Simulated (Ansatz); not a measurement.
**Al₃Ni₅: one change and its effect**

System: Al₃Ni₅ (Cmmm, 8 atoms in the cell).
Method of run A: DFT, PBEsol, plane waves, PAW, no spin polarisation (Ansatz 0.2.0).

The structure derives from a Materials Project entry. Text and figures count atoms from 1; the logs count them from 0 in places.

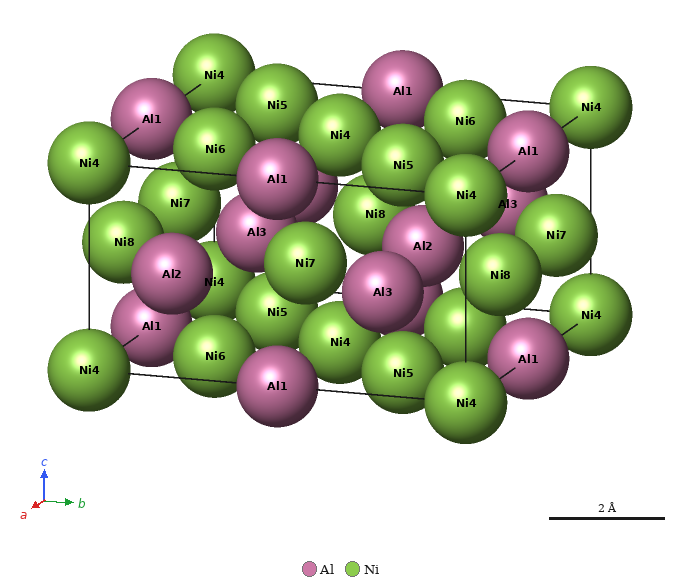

**Figure 1.** The structure (spheres-only view of the cell 2 times as large as that of the calculation, set on its symmetry axes, seen slightly off an axis; atoms are numbered from 1 in the order of the input). An atom can appear more than once, as a periodic image.

Input file, run A:
```yaml
crystal:
  lattice:
    - [3.293332276, -3.4704213413, 0.0]
    - [3.293332276, 3.4704213413, 0.0]
    - [0.0, 0.0, 3.7203545651]
  atoms:
    - { symbol: Al, position: [0.5, 0.5, 0.0] }
    - { symbol: Al, position: [0.7796888787, 0.2203111213, 0.5] }
    - { symbol: Al, position: [0.2203111213, 0.7796888787, 0.5] }
    - { symbol: Ni, position: [0.0, 0.0, 0.0] }
    - { symbol: Ni, position: [0.0, 0.5, 0.0] }
    - { symbol: Ni, position: [0.5, 0.0, 0.0] }
    - { symbol: Ni, position: [0.2762373066, 0.2762373066, 0.5] }
    - { symbol: Ni, position: [0.7237626934, 0.7237626934, 0.5] }
basis:
  ecutwfc: "700 eV"
kpoints:
  mp_grid: { grid: [8, 8, 10] }
hamiltonian:
  xc: pbesol
scf:
  occupations: { method: gaussian, width: 0.15 }
output:
  forces: true
  eigenvalues: true
  stress: true
```

Command:
```bash
ansatz run input.yaml --threads 2 --pin off --max-ram 5120MiB --backend cpu --events-out ev --progress --plain --runs-dir out
```

Hardware: 2 threads of Intel Xeon @ 2.50GHz (Skylake/Cascade Lake), 189 GiB of memory available, shared host.

Output, shortened to warnings, some set-up lines, iterations and results (run A):
```
Basis set: ecut = 700 eV, 3513 PW (Γ), exchange–correlation on 90×90×72 points (8 copies of the dense FFT grid, shifted against one another)
Symmetry: 8 space group operations
k-points: 126 of 640
Initial density: superposition of atomic densities (neutral atoms: chi_scale 0, normalization atom), corrected by the library's trained network
[...]
SCF iter   1: F=—  HF=-30602.893363 eV  |F-HF|=—  |Δ(HF+E_count)|=         —  Δρ=2.53e-2  dr2=3.16e-1  ethr=1.77e-3  ⟨swp⟩=7.6  Hψ=33330  notcnv=0  defer=29
SCF iter   2: F=—  HF=-30602.850733 eV  |F-HF|=—  |Δ(HF+E_count)|=   4.26e-2  Δρ=5.20e-3  dr2=1.72e-2  ethr=3.20e-4  ⟨swp⟩=2.1  Hψ=11713  notcnv=0  defer=418
SCF iter   3: F=—  HF=-30602.847822 eV  |F-HF|=—  |Δ(HF+E_count)|=   2.91e-3  Δρ=2.20e-3  dr2=3.64e-3  ethr=1.73e-5  ⟨swp⟩=1.6  Hψ=7746  notcnv=0  defer=418
SCF iter   4: F=—  HF=-30602.847198 eV  |F-HF|=—  |Δ(HF+E_count)|=   6.24e-4  Δρ=4.21e-4  dr2=1.06e-4  ethr=3.67e-6  ⟨swp⟩=2.0  Hψ=11937  notcnv=0  defer=418
SCF iter   5: F=—  HF=-30602.847251 eV  |F-HF|=—  |Δ(HF+E_count)|=   5.33e-5  Δρ=1.06e-4  dr2=7.39e-6  ethr=1.07e-7  ⟨swp⟩=2.3  Hψ=12602  notcnv=0  defer=418
SCF iter   6: F=—  HF=-30602.847257 eV  |F-HF|=—  |Δ(HF+E_count)|=   5.50e-6  Δρ=7.68e-5  dr2=3.98e-6  ethr=7.47e-9  ⟨swp⟩=2.0  Hψ=12409  notcnv=0  defer=418
SCF iter   7: F=—  HF=-30602.847256 eV  |F-HF|=—  |Δ(HF+E_count)|=   3.34e-7  Δρ=1.18e-5  dr2=1.01e-7  ethr=4.02e-9  ⟨swp⟩=2.3  Hψ=10205  notcnv=0  defer=418
SCF iter   8: F=-30602.847256 eV  HF=-30602.847256 eV  |F-HF|=2.32e-8  |Δ(HF+E_count)|=   4.30e-8  Δρ=6.55e-6  dr2=2.29e-8  ethr=1.01e-10  ⟨swp⟩=10.3  Hψ=41208  notcnv=0
SCF 1 converged in 8 iterations: F = -30602.847256 eV  dr2 = 2.29e-8
SCF converged after 8 iterations
Free energy (F): -30602.847256 eV
Harris-Foulkes:  -30602.847256 eV  (|F-HF|=2.32e-8)
Internal energy: -30602.814015 eV  (E = F + TS)
E sigma→0 (E₀):  -30602.830636 eV
Entropy (-TS):   -0.033241 eV (-4.155 meV/atom)
Fermi energy:    16.534455 eV
--- Per-component energies (eV) ---
  E_band       = -1487.946316
  E_kinetic    = 1516.144242
  E_local      = -20781.731119  (includes V_loc(G=0)·N_el)
  E_nonlocal   = 3216.602958
  E_hartree    = 8926.414592
  E_xc         = -553.186539
  E_vxc        = -650.511319  (∫ρ·V_xc dr)
  E_paw        = -9346.199352  (= ΣΔE_a)
  E_vpaw       = -2641.255066  (= ΣTr[D̂ρ^β])
  E_aug_tail   = 0.000604  (compensation charges beyond the density's cutoff)
  E_ewald      = -13581.903263
  E_core_change = 1.043861  (= ΣΔE_core)
  E_smearing   = -0.033241  (= −TS)
  E_closure    = 0.000000  (closes the sum)
  Σ components = -30602.847256   (vs F -30602.847256, Δ=0.00e0)
--- Forces (eV/Å), atoms counted from 1 ---
  atom   1  Al     0.00000000     0.00000000     0.00000000
  atom   2  Al     0.00000000    -0.07600680     0.00000000
  atom   3  Al     0.00000000     0.07600680     0.00000000
  atom   4  Ni     0.00000000     0.00000000     0.00000000
  atom   5  Ni     0.00000000     0.00000000     0.00000000
  atom   6  Ni     0.00000000     0.00000000     0.00000000
  atom   7  Ni     0.10799331     0.00000000     0.00000000
  atom   8  Ni    -0.10799331    -0.00000000     0.00000000
  max |Σ_I F_I| component: 2.52e-29 eV/Å
--- Stress (GPa, compression-positive) ---
       12.766787       0.000000       0.000000
        0.000000      18.739443       0.000000
        0.000000       0.000000       8.914569
  P = ⅓ Tr σ = 13.4736 GPa (134.736 kbar)
```

For run B the input was changed thus:
```diff
-  ecutwfc: "700 eV"
+  ecutwfc: 420
```

Predict how the results change.

The free energy of run B is 1.5 meV per atom higher, which measures how much it depends on this numerical setting. More plane waves can only lower the energy of a fixed Hamiltonian, so the higher cutoff gives the lower value. The number of SCF iterations is the same. The plane waves at Γ go from 3513 to 1633. On the same kind of shared host run B took about 0.5 times as long.

Output, shortened to warnings, some set-up lines, iterations and results (run B):
```
Basis set: ecut = 420 eV, 1633 PW (Γ), exchange–correlation on 64×64×50 points (8 copies of the dense FFT grid, shifted against one another)
Symmetry: 8 space group operations
k-points: 126 of 640
Initial density: superposition of atomic densities (neutral atoms: chi_scale 0, normalization atom), corrected by the library's trained network
[...]
SCF iter   1: F=—  HF=-30602.881924 eV  |F-HF|=—  |Δ(HF+E_count)|=         —  Δρ=2.44e-2  dr2=2.96e-1  ethr=1.77e-3  ⟨swp⟩=6.8  Hψ=29135  notcnv=0  defer=32
SCF iter   2: F=—  HF=-30602.839187 eV  |F-HF|=—  |Δ(HF+E_count)|=   4.27e-2  Δρ=6.06e-3  dr2=2.25e-2  ethr=2.99e-4  ⟨swp⟩=2.9  Hψ=15080  notcnv=0  defer=414
SCF iter   3: F=—  HF=-30602.836067 eV  |F-HF|=—  |Δ(HF+E_count)|=   3.12e-3  Δρ=1.62e-3  dr2=2.23e-3  ethr=2.27e-5  ⟨swp⟩=1.1  Hψ=7280  notcnv=0  defer=414
SCF iter   4: F=—  HF=-30602.835662 eV  |F-HF|=—  |Δ(HF+E_count)|=   4.04e-4  Δρ=3.34e-4  dr2=5.53e-5  ethr=2.25e-6  ⟨swp⟩=2.0  Hψ=10321  notcnv=0  defer=414
SCF iter   5: F=—  HF=-30602.835387 eV  |F-HF|=—  |Δ(HF+E_count)|=   2.75e-4  Δρ=1.23e-4  dr2=1.50e-5  ethr=5.59e-8  ⟨swp⟩=2.0  Hψ=11852  notcnv=0  defer=414
SCF iter   6: F=—  HF=-30602.835385 eV  |F-HF|=—  |Δ(HF+E_count)|=   2.16e-6  Δρ=4.21e-5  dr2=1.20e-6  ethr=1.52e-8  ⟨swp⟩=1.3  Hψ=7206  notcnv=0  defer=414
SCF iter   7: F=—  HF=-30602.835385 eV  |F-HF|=—  |Δ(HF+E_count)|=   2.24e-7  Δρ=1.56e-5  dr2=1.76e-7  ethr=1.01e-10  ⟨swp⟩=10.0  Hψ=37597  notcnv=0
SCF iter   8: F=-30602.835385 eV  HF=-30602.835385 eV  |F-HF|=3.51e-9  |Δ(HF+E_count)|=   2.46e-8  Δρ=2.89e-6  dr2=5.59e-9  ethr=1.01e-10  ⟨swp⟩=4.0  Hψ=26369  notcnv=0
SCF 1 converged in 8 iterations: F = -30602.835385 eV  dr2 = 5.59e-9
SCF converged after 8 iterations
Free energy (F): -30602.835385 eV
Harris-Foulkes:  -30602.835385 eV  (|F-HF|=3.51e-9)
Internal energy: -30602.802146 eV  (E = F + TS)
E sigma→0 (E₀):  -30602.818766 eV
Entropy (-TS):   -0.033238 eV (-4.155 meV/atom)
Fermi energy:    16.535893 eV
--- Per-component energies (eV) ---
  E_band       = -1487.773182
  E_kinetic    = 1515.743099
  E_local      = -20780.995013  (includes V_loc(G=0)·N_el)
  E_nonlocal   = 3216.248791
  E_hartree    = 8925.856961
  E_xc         = -553.132662
  E_vxc        = -650.441971  (∫ρ·V_xc dr)
  E_paw        = -9345.666274  (= ΣΔE_a)
  E_vpaw       = -2640.038267  (= ΣTr[D̂ρ^β])
  E_aug_tail   = 0.002353  (compensation charges beyond the density's cutoff)
  E_ewald      = -13581.903263
  E_core_change = 1.043861  (= ΣΔE_core)
  E_smearing   = -0.033238  (= −TS)
  E_closure    = -0.000000  (closes the sum)
  Σ components = -30602.835385   (vs F -30602.835385, Δ=0.00e0)
--- Forces (eV/Å), atoms counted from 1 ---
  atom   1  Al     0.00000000     0.00000000     0.00000000
  atom   2  Al     0.00000000    -0.07610745     0.00000000
  atom   3  Al     0.00000000     0.07610745     0.00000000
  atom   4  Ni     0.00000000     0.00000000     0.00000000
  atom   5  Ni     0.00000000    -0.00000000     0.00000000
  atom   6  Ni     0.00000000     0.00000000     0.00000000
  atom   7  Ni     0.10800287     0.00000000     0.00000000
  atom   8  Ni    -0.10800287    -0.00000000     0.00000000
  max |Σ_I F_I| component: 1.39e-17 eV/Å
--- Stress (GPa, compression-positive) ---
       12.783227       0.000000       0.000000
        0.000000      18.758592       0.000000
        0.000000       0.000000       8.926676
  P = ⅓ Tr σ = 13.4895 GPa (134.895 kbar)
```

The two runs side by side:

```csv
quantity,run A,run B
outcome,converged,converged
free energy per atom (eV),−3825.3559,−3825.3544
"energy per atom, smearing taken to zero (eV)",−3825.3538,−3825.3523
gap on the mesh (eV),0.00,0.00
pressure (GPa),13.47,13.49
largest force (eV/Å),0.108,0.108
SCF iterations,8,8
irreducible k-points,126,126
plane waves at Γ,3513,1633
wall time (shared host),86 s,43 s
```

For both runs: The run has no spin polarisation, so a magnetic state may lie lower.
